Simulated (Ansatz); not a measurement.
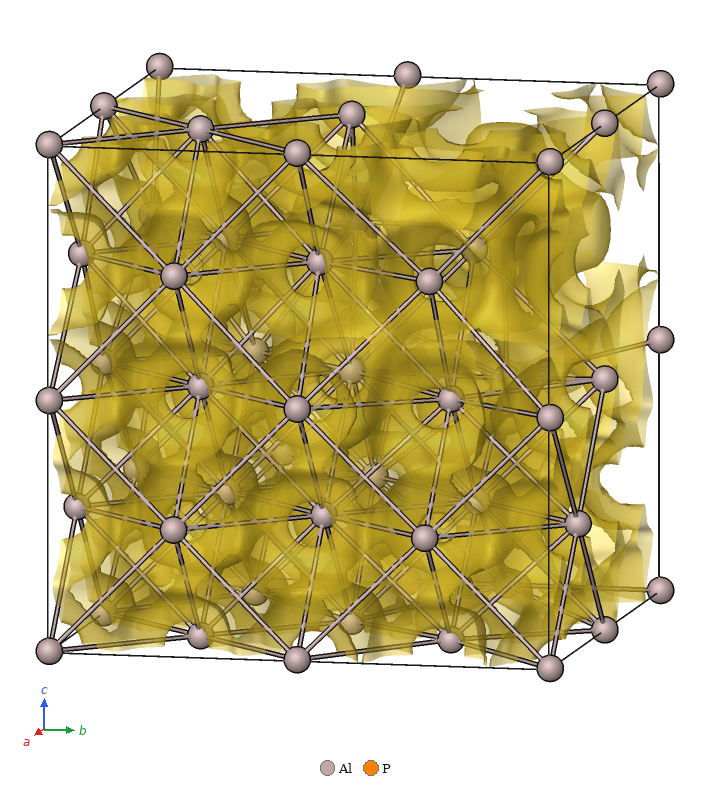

Al₃₂P (cell with a defect). Isosurface of the ELF at 0.55 (yellow), seen slightly off an axis. Core shells and regions of very low density are left out. Sticks mark near contacts.

Computed without spin polarisation; PAW files of the earlier set (soft_1).

These are results of Ansatz, DFT PBE-D3(BJ), scalar-relativistic, plane waves, PAW, not measurements.

Core electrons are frozen (PAW), and the valence fields are smoothed inside the atomic spheres.

```xyz
33
Lattice="8.1000 0.0000 0.0000 0.0000 8.1000 0.0000 0.0000 0.0000 8.1000" Properties=species:S:1:pos:R:3 pbc="T T T"
Al    4.0711    0.0212    0.0210
Al    6.0765    2.0265    0.0299
Al    6.0764    0.0299    2.0261
Al    8.0802    0.0219    0.0215
Al    2.0245    2.0209    0.1025
Al    4.0719    4.0302    0.0215
Al    6.0710    6.0745    0.1025
Al    2.0244    0.1032    2.0223
Al    4.0799    2.0265    2.0261
Al    6.0766    4.0216    2.0262
Al    4.0715    0.0216    4.0302
Al    6.0766    2.0266    4.0213
Al    6.0709    0.1035    6.0748
Al    8.0803    4.0303    0.0220
Al    2.0334    6.0838    0.3593
Al    8.0715    2.0267    2.0262
Al    2.0248    3.9533    2.0227
Al    4.1531    6.0744    2.0223
Al    8.0802    0.0223    4.0301
Al    2.0248    2.0209    3.9519
Al    4.0722    4.0302    4.0301
Al    6.0710    6.0748    3.9520
Al    2.0333    0.3510    6.0808
Al    4.1534    2.0207    6.0748
Al    6.0713    3.9530    6.0751
Al    8.0031    6.0748    2.0227
Al    8.0802    4.0303    4.0300
Al    2.0340    6.0844    3.6606
Al    8.0029    2.0210    6.0751
Al    2.0342    3.6512    6.0812
Al    4.4019    6.0837    6.0808
Al    7.7023    6.0846    6.0812
P     1.9875    6.0358    6.0502
```

### What do the ELF domains correspond to?

The ELF exceeds this value in one region on P in which the atom's valence shell and bonds are merged and one network that runs through the whole crystal, counted in one cell of 33 atoms. Any copies at cell faces, edges or corners count once. Profiles from the grid: Al–P (2.39 Å): the ELF peaks at about 0.85 between the atoms. Al–Al (2.67 Å): the ELF peaks at about 0.70 between the atoms.

### Does the calculation give a band gap?

It is gapless in this calculation (a metal or semimetal).
